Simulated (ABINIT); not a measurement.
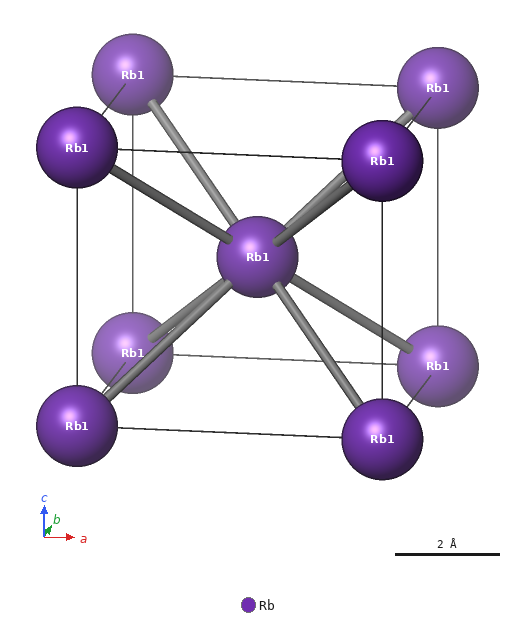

**Figure 1.** The input geometry (ball-and-stick view of the cell 2 times as large as that of the calculation, set on its symmetry axes, seen slightly off an axis; atoms are numbered from 1 in the order of the input). An atom can appear more than once, as a periodic image.

# Optical-spectrum calculation of Rb (part 1 of 2)

System: Rb (I4/mmm, 1 atom in the cell).
Method: Kohn-Sham DFT of a periodic cell, PBEsol, PseudoDojo NC SR PBEsol v0.4 stringent, no spin polarisation (ABINIT 10.8.3).

The structure derives from a Materials Project entry. The geometry was changed: volume scaled by 1.04.

## Input file
```
# Datasets
ndtset 3

# Pseudopotentials
pp_dirpath "./"
pseudos "Rb.upf"

# Structure
acell 9.5568337565 9.5568337565 9.5568337565
rprim
    -0.5919000181     0.5919000181     0.5470911597
     0.5919000181    -0.5919000181     0.5470911597
     0.5919000181     0.5919000181    -0.5470911597
ntypat 1
znucl 37
natom 1
typat 1
chkprim 0
chksymtnons 0
tolsym 1.0e-6
xred
            0.0            0.0            0.0

# Plane-wave basis
ecut 19.0

# k points
ngkpt 12 12 12
nshiftk 1
shiftk 0.0 0.0 0.0
istwfk *1

# Exchange and correlation
ixc -116133

# Bands and occupations
occopt 4
tsmear 0.00734986

# SCF cycle
nstep 80

# Output
iomode 3
prteig 0
prtebands 0

# Dataset 1: ground state
nband1 9
tolvrs1 1.0e-12
prtden1 1
prtwf1 0
kptopt1 1

# Dataset 2: empty bands at fixed density
iscf2 -3
getden2 1
nband2 20
nbdbuf2 4
tolwfr2 1.0e-12
nstep2 120
prtden2 0
kptopt2 1

# Dataset 3: wave functions and velocity matrix elements in the full zone
optdriver3 8
wfk_task3 "wfk_optics_fullbz"
getwfk3 2
nband3 16
kptopt3 1
prtevk3 1
inclvkb3 2
```

## File optic.abi
```
&FILES
 ddkfile_1 = 'runo_DS3_1_EVK.nc',
 ddkfile_2 = 'runo_DS3_2_EVK.nc',
 ddkfile_3 = 'runo_DS3_3_EVK.nc',
 wfkfile = 'runo_DS3_WFK.nc'
/
&PARAMETERS
 broadening = 0.007350,
 domega = 0.002,
 maxomega = 0.8,
 scissor = 0.000000,
 tolerance = 0.002
/
&COMPUTATIONS
 num_lin_comp = 2,
 lin_comp = 11,33,
 num_nonlin_comp = 0
/
```

Command:
```bash
abinit run.abi > log 2>&1
optic optic.abi > optic.log 2>&1
```

## Log
```
.Version 10.8.3 of ABINIT
 DATASET    1 : space group I4/m m m (#139); Bravais tI (body-center tetrag.)
================================================================================
 Values of the parameters that define the memory need for DATASET  1.
     intxc =       0    ionmov =       0      iscf =       7    lmnmax =       6
     lnmax =       6     mgfft =      40  mpssoang =       3    mqgrid =    3001
     natom =       1  nloc_mem =       1    nspden =       1   nspinor =       1
    nsppol =       1      nsym =      16    n1xccc =    2501    ntypat =       1
    occopt =       4   xclevel =       2
       mpw =        2664          nfft =       64000          nkpt =         163
================================================================================
================================================================================

 DATASET    2 : space group I4/m m m (#139); Bravais tI (body-center tetrag.)
================================================================================
 Values of the parameters that define the memory need for DATASET  2.
     intxc =       0    ionmov =       0      iscf =      -3    lmnmax =       6
     lnmax =       6     mgfft =      40  mpssoang =       3    mqgrid =    3001
     natom =       1  nloc_mem =       1    nspden =       1   nspinor =       1
    nsppol =       1      nsym =      16    n1xccc =    2501    ntypat =       1
    occopt =       4   xclevel =       2
       mpw =        2664          nfft =       64000          nkpt =         163
================================================================================
================================================================================

 DATASET    3 : space group I4/m m m (#139); Bravais tI (body-center tetrag.)
================================================================================
 Values of the parameters that define the memory need for DATASET  3.
     intxc =       0    ionmov =       0      iscf =       7    lmnmax =       6
     lnmax =       6     mgfft =      40  mpssoang =       3    mqgrid =    3001
     natom =       1  nloc_mem =       1    nspden =       1   nspinor =       1
    nsppol =       1      nsym =      16    n1xccc =    2501    ntypat =       1
    occopt =       4   xclevel =       2
       mpw =        2664          nfft =       64000          nkpt =         163
================================================================================
================================================================================

--------------------------------------------------------------------------------
------------- Echo of variables that govern the present computation ------------
--------------------------------------------------------------------------------
 -outvars: echo values of preprocessed input variables --------
            acell      9.5568337565E+00  9.5568337565E+00  9.5568337565E+00 Bohr
              amu      8.54678000E+01
          chkprim           0
      chksymtnons           0
             ecut      1.90000000E+01 Hartree
           getden1          0
           getden2          1
           getden3          0
           getwfk1          0
           getwfk2          0
           getwfk3          2
             iscf1          7
             iscf2         -3
             iscf3          7
                       outvar_i_n : Printing only first  50 k-points.
              ixc     -116133
           jdtset        1    2    3
                       outvar_i_n : Printing only first  50 k-points.
         kptrlatt       12    0    0      0   12    0      0    0   12
          kptrlen      1.14682005E+02
            natom           1
            nband1          9
            nband2         20
            nband3         16
           nbdbuf1          0
           nbdbuf2          4
           nbdbuf3          0
           ndtset           3
            ngfft          40      40      40
             nkpt         163
            nstep1         80
            nstep2        120
            nstep3         80
             nsym          16
           ntypat           1
                       prtocc : prtvol=0, do not print more k-points.
                       prtocc : prtvol=0, do not print more k-points.
                       prtocc : prtvol=0, do not print more k-points.
           occopt           4
        optdriver1          0
        optdriver2          0
        optdriver3          8
           prtden1          1
           prtden2          0
           prtden3          1
        prtebands           0
           prteig           0
           prtevk1          0
           prtevk2          0
           prtevk3          1
            prtwf1          0
            prtwf2          1
            prtwf3          1
            rprim     -5.9190001810E-01  5.9190001810E-01  5.4709115970E-01
                       5.9190001810E-01 -5.9190001810E-01  5.4709115970E-01
                       5.9190001810E-01  5.9190001810E-01 -5.4709115970E-01
          spgroup         139
           tolsym      1.00000000E-06
           tolvrs1     1.00000000E-12
           tolvrs2     0.00000000E+00
           tolvrs3     0.00000000E+00
           tolwfr1     0.00000000E+00
           tolwfr2     1.00000000E-12
           tolwfr3     0.00000000E+00
           tsmear      7.34986000E-03 Hartree
            typat      1
         wfk_task1          0
         wfk_task2          0
         wfk_task3          7
                       outvars : Printing only first  50 k-points.
            znucl       37.00000

================================================================================

 chkinp: Checking input parameters for consistency, jdtset=   1.

 chkinp: Checking input parameters for consistency, jdtset=   2.

 chkinp: Checking input parameters for consistency, jdtset=   3.

================================================================================
== DATASET  1 ==================================================================

--- !DatasetInfo
iteration_state: {dtset: 1, }
dimensions: {natom: 1, nkpt: 163, mband: 9, nsppol: 1, nspinor: 1, nspden: 1, mpw: 2664, }
cutoff_energies: {ecut:  19.0, pawecutdg:  -1.0, }
electrons: {nelect:   9.00000000E+00, charge:   0.00000000E+00, occopt:   4.00000000E+00, tsmear:   7.34986000E-03, }
meta: {optdriver: 0, ionmov: 0, optcell: 0, iscf: 7, paral_kgb: 0, }
...

 Real(R)+Recip(G) space primitive vectors, cartesian coordinates (Bohr,Bohr^-1):
 R(1)= -5.6566901  5.6566901  5.2284593  G(1)=  0.0000000  0.0883909  0.0956305
 R(2)=  5.6566901 -5.6566901  5.2284593  G(2)=  0.0883909  0.0000000  0.0956305
 R(3)=  5.6566901  5.6566901 -5.2284593  G(3)=  0.0883909  0.0883909  0.0000000
 Unit cell volume ucvol=  6.6920394E+02 bohr^3
 Angles (23,13,12)=  1.07416089E+02  1.07416089E+02  1.13664635E+02 degrees

 getcut: wavevector=  0.0000  0.0000  0.0000  ngfft=  40  40  40
         ecut(hartree)=     19.000   => boxcut(ratio)=   2.13307

--- Pseudopotential description ------------------------------------------------
- pspini: atom type   1  psp file is ./Rb.upf
  37.00000   9.00000  180301                  znucl, zion, pspdat
12 -116133 2 -1 2280                          pspcod,pspxc,lmax,lloc,mmax
     nproj     2     2     2

   3.10356095E+02                                ecore*ucvol(ha*bohr**3)
--------------------------------------------------------------------------------

================================================================================

--- !BeginCycle
iteration_state: {dtset: 1, }
solver: {iscf: 7, nstep: 80, nline: 4, wfoptalg: 0, }
tolerances: {tolvrs: 1.00E-12, }
...

     iter   Etot(hartree)      deltaE(h)  residm     vres2
 ETOT  1  -27.039018129811    -2.704E+01 2.343E-02 1.033E+00
 ETOT  2  -27.043213094166    -4.195E-03 6.248E-03 7.875E-02
 ETOT  3  -27.043225751450    -1.266E-05 8.727E-04 1.445E-03
 ETOT  4  -27.043225925032    -1.736E-07 6.503E-04 1.106E-04
 ETOT  5  -27.043225935273    -1.024E-08 1.172E-03 1.755E-05
 ETOT  6  -27.043225936145    -8.717E-10 2.228E-04 9.675E-07
 ETOT  7  -27.043225936222    -7.659E-11 9.335E-04 2.270E-08
 ETOT  8  -27.043225936222    -8.171E-13 6.835E-05 2.788E-09
 ETOT  9  -27.043225936224    -1.545E-12 2.666E-04 1.588E-10
 ETOT 10  -27.043225936223     8.988E-13 7.026E-05 4.846E-12
 ETOT 11  -27.043225936223    -6.040E-14 9.427E-05 7.278E-14

 At SCF step   11       vres2   =  7.28E-14 < tolvrs=  1.00E-12 =>converged.

 Cartesian components of stress tensor (hartree/bohr^3)
  sigma(1 1)=  1.83354377E-05  sigma(3 2)=  0.00000000E+00
  sigma(2 2)=  1.83354377E-05  sigma(3 1)=  0.00000000E+00
  sigma(3 3)=  1.74259919E-05  sigma(2 1)=  0.00000000E+00
```
